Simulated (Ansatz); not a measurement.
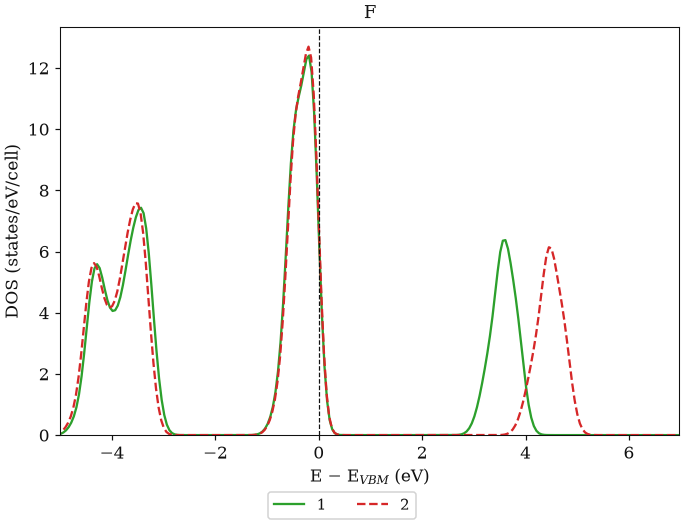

Total densities of states of F, space group C2/c (No. 15), 4 atoms in the cell, hydrostatic strain −0.6%, by two methods on the same cell. The curves are built from the levels of the k mesh with Gaussians 0.3 eV wide, which also blur the band edges. Each is counted from its own valence-band top.

### Which curve is which? The methods: PBE, r2SCAN.

1 is PBE; 2 is r2SCAN. PBE gives a gap of 2.97 eV and r2SCAN gives a gap of 3.83 eV.

Settings. PBE: DFT, PBE, plane waves, PAW, no spin polarisation, 10×10×4 k mesh, 420 eV cutoff, Fermi-Dirac smearing of 0.02 eV (Ansatz). r2SCAN: DFT, r2SCAN, plane waves, PAW, no spin polarisation, 10×10×4 k mesh, 500 eV cutoff (Ansatz 0.2.0).

The atoms aren't at rest in this cell (largest force 0.6 eV/Å), so the relaxed material can differ.
